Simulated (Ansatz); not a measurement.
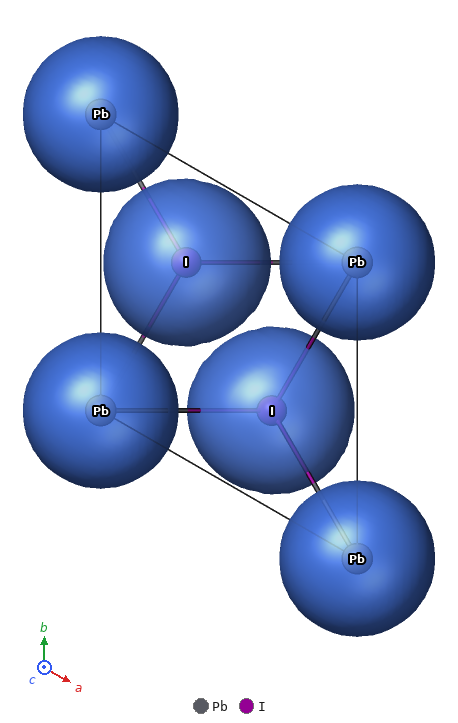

Figure 1: PbI2. Isosurface of the valence electron density at 0.3 e/Å³ (blue), seen along the c axis. Sticks mark near contacts.

Space group P-3m1; changed on purpose from its base cell (zz strain of -1 %, PAW files).

All numbers below come from DFT, PBEsol, PAW with Ansatz's default frozen-core files, scalar-relativistic in Ansatz 0.2.0.

The density is the valence pseudo-density of a PAW calculation; it isn't the true density close to the nuclei.

Q: Which contacts does the surface bridge?

A: At this value the density breaks into separate islands; it holds about 85 % of the electrons treated as valence (semicore included). It bridges none of the near contacts. It is pinched off along the sampled Pb–I (3.20 Å) contacts. On the grid the lowest density along these lines, outside the cores, is 0.2 e/Å³ (Pb–I, 3.20 Å).

Q: Metal or insulator at this level of theory?

A: It is gapped, with a Kohn–Sham gap of 2.2 eV on the k-point mesh, an upper bound to the gap of this method.
